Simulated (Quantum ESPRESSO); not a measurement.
**MnF₂: 7 runs along one coordinate**

System: MnF₂ (P4₂/mnm, 6 atoms in the cell).
Method: Kohn-Sham DFT of a periodic cell, LDA, GBRV 1.5 LDA, spin-polarised (Quantum ESPRESSO 7.5).

The 7 runs differ only in the geometry, by an even scaling of the cell at fixed fractional positions. The structure derives from an entry of the Crystallography Open Database.

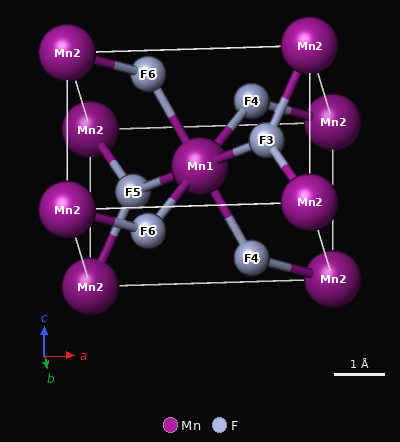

Figure 1. The structure of run 4 (ball-and-stick view of the cell of the calculation, seen at an oblique angle; atoms are numbered from 1 in the order of the input). An atom can appear more than once, as a periodic image.

**Input of run 4**
```
&CONTROL
  calculation = 'scf'
  prefix = 'pwscf'
  outdir = './tmp'
  pseudo_dir = './pseudo'
  tstress = .true.
  disk_io = 'nowf'
/
&SYSTEM
  ibrav = 0
  nat = 6
  ntyp = 2
  ecutwfc = 45
  ecutrho = 360
  nbnd = 42
  occupations = 'smearing'
  smearing = 'fd'
  degauss = 0.00367493
  nspin = 2
  starting_magnetization(1) = 0.2667
  starting_magnetization(2) = 0
/
&ELECTRONS
  conv_thr = 1.2d-09
  electron_maxstep = 120
  mixing_beta = 0.3
/
ATOMIC_SPECIES
Mn    54.9380 mn_lda_v1.5.uspp.F.UPF
F     18.9984 f_lda_v1.4.uspp.F.UPF
CELL_PARAMETERS angstrom
   4.8738000000    0.0000000000    0.0000000000
   0.0000000000    4.8738000000    0.0000000000
   0.0000000000    0.0000000000    3.3107000000
ATOMIC_POSITIONS crystal
Mn     0.5000000000    0.5000000000    0.5000000000
Mn     0.0000000000    0.0000000000    0.0000000000
F      0.8053000000    0.1947000000    0.5000000000
F      0.6947000000    0.6947000000    0.0000000000
F      0.1947000000    0.8053000000    0.5000000000
F      0.3053000000    0.3053000000    0.0000000000
K_POINTS automatic
5 5 7 0 0 0
```

Command:
```bash
OMP_NUM_THREADS=1 mpirun -n 2 pw.x -nk 2 -in pw.in > pw.out
```

Lattice vectors (Å) and fractional positions of run 4:
```
   4.873800    0.000000    0.000000
   0.000000    4.873800    0.000000
   0.000000    0.000000    3.310700
Mn  0.500000  0.500000  0.500000
Mn  0.000000  0.000000  0.000000
F   0.805300  0.194700  0.500000
F   0.694700  0.694700  0.000000
F   0.194700  0.805300  0.500000
F   0.305300  0.305300  0.000000
```

Run 2 differs from it as follows:
```diff
-   4.8738000000    0.0000000000    0.0000000000
-   0.0000000000    4.8738000000    0.0000000000
-   0.0000000000    0.0000000000    3.3107000000
+   4.8079297631    0.0000000000    0.0000000000
+   0.0000000000    4.8079297631    0.0000000000
+   0.0000000000    0.0000000000    3.2659553258
```

**Results, with one run withheld**

```csv
run,volume per atom (Å³),"free energy per atom, from the lowest run given (meV)",pressure (GPa),gap on the mesh (eV)
1,12.321,0.00,0.49,0.66
2,12.583,?,?,?
3,12.845,5.30,−3.93,0.73
4,13.107,12.97,−5.77,0.76
5,13.369,23.50,−7.41,0.80
6,13.631,36.58,−8.87,0.83
7,13.893,51.90,−10.17,0.86
```

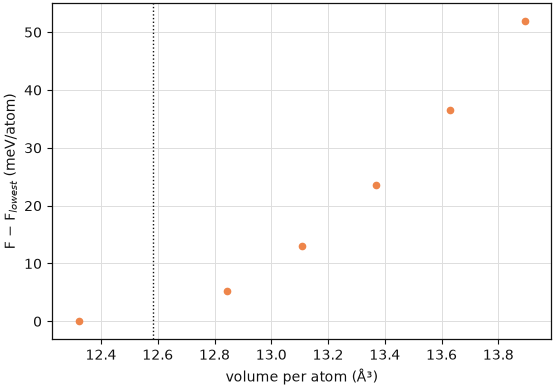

Figure 2. Free energy per atom of the runs given; the dotted line marks run 2.

What should run 2 give?

A cubic polynomial in V^(−2/3) (the Birch–Murnaghan form), fitted to the 6 runs given, misses them by under 0.01 meV per atom. With x = V^(−2/3) − 0.17925 Å⁻², it reads F = 15.514 − 4170 x + 2.7407e+05 x² + 4.5233e+05 x³ (meV per atom). At run 2 it gives 0.84 meV per atom, and the run itself gives 0.85. The slope of the fit gives a pressure −dF/dV of −1.66 GPa there, and the run prints −1.85 GPa. The two needn't agree exactly: the fit is approximate, and the printed stress is taken on a finite basis. The fit has its minimum at 12.394 Å³ per atom, where V d²F/dV² gives 114 GPa. Cell shape and fractional positions are held, so this is the stiffness under even scaling; the relaxed bulk modulus wasn't computed. The gap on the mesh goes, without turning, from 0.66 eV in run 1 to 0.86 eV in run 7; run 2 has 0.69 eV. These are gaps of this functional on this mesh, which can miss the band edges; they aren't the measured gap.

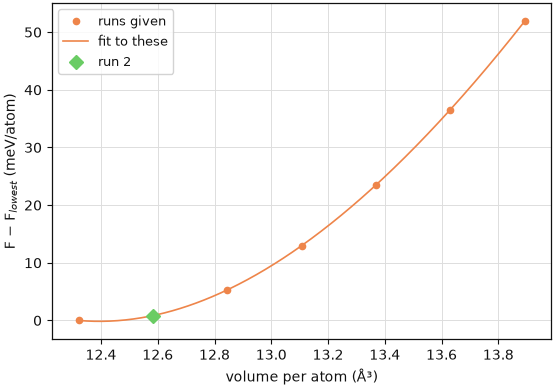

Figure 3. The fit and the withheld run.

**Some lines of the output (run 2)**
```
[...]
     total energy              =    -616.80006974 Ry
     total energy              =    -616.88322419 Ry
     total energy              =    -616.89433402 Ry
     total energy              =    -616.89543058 Ry
     total energy              =    -616.89556984 Ry
     total energy              =    -616.89557820 Ry
     total energy              =    -616.89557880 Ry
     total energy              =    -616.89557909 Ry
     total energy              =    -616.89557911 Ry
     the Fermi energy is     8.1028 ev
!    total energy              =    -616.89557913 Ry
     The total energy is F=E-TS. E is the sum of the following terms:
     Computing stress (Cartesian axis) and pressure
          total   stress  (Ry/bohr**3)                   (kbar)     P=      -18.45
```

Notes on the run: negative rho. Semilocal DFT without U tends to delocalise the d electrons of such compounds and to underestimate the gap.
